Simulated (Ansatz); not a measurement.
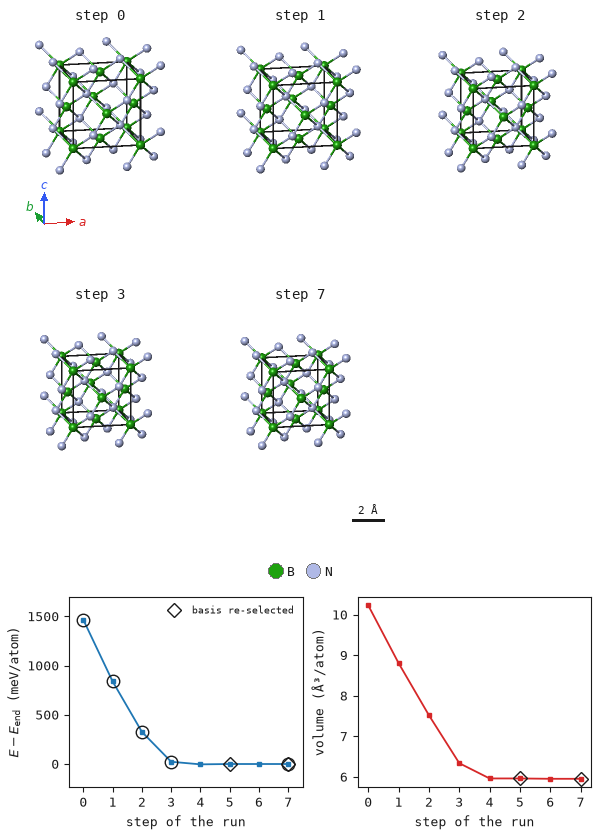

Frames of a relaxation of crystalline BN (a generated structure, set up in F-43m) (coarse preliminary run), marked on the history of the run. The picture is a ball-and-stick view of the conventional cell (4 times the calculation's cell), seen slightly off an axis. Lengths and directions refer to the drawn axes.

Case: As → N, Ga → B on all its sites, cell and atoms relaxed.

These are results of Ansatz, DFT PBE, scalar-relativistic, plane waves, PAW, not measurements. Set-up: plane-wave cutoff 420 eV; k-point mesh 8 × 8 × 8; occupations gaussian; smearing width 0.1 eV; no spin polarisation; cell and atoms relaxed; force threshold 0.05 eV/Å; at most 60 steps.

> Describe the path.

The atoms keep their places relative to the cell (all moves are under 0.005 Å). Cell: a = b = c 4.342 → 3.625 Å (−16.5 %). Volume −41.8 %. Near-neighbour distances that change, for instance: B–N 1.880 → 1.570 Å. The space group stays F-43m (No. 216). Over 5 accepted moves (7 points after the start) the energy falls by 1465 meV per atom. All forces vanish by symmetry, so only the cell relaxes. The pressure goes from −70.06 to 0.00 GPa. At 2 points the geometry stayed and the basis and grid were re-selected for the new cell (energy shift of 3.5 meV per atom at most each time). Cost: 6.2 s on 1 thread of Intel(R) Xeon(R) Platinum 8375C CPU @ 2.90GHz (Ice Lake), on a shared host, peak memory 0.33 GiB. From step 0 to 1: volume −13.9 %, energy −626 meV per atom. From step 1 to 2: volume −14.6 %, energy −512 meV per atom. From step 2 to 3: volume −15.7 %, energy −304 meV per atom. From step 3 to 7: volume −6.1 %, energy −22.7 meV per atom.

| step | E − E(0), meV/atom | pressure, GPa | volume, Å³/atom | note |
| --- | --- | --- | --- | --- |
| 0 | 0.00 | -70.06 | 10.230 |  |
| 1 | -626.27 | -68.34 | 8.805 |  |
| 2 | -1138.66 | -55.29 | 7.520 |  |
| 3 | -1442.29 | -19.96 | 6.338 |  |
| 4 | -1468.51 | 0.30 | 5.961 |  |
| 5 | -1465.00 | -0.53 | 5.961 | same geometry, new basis |
| 6 | -1465.07 | 0.01 | 5.953 |  |
| 7 | -1465.03 | 0.00 | 5.953 | same geometry, new basis |
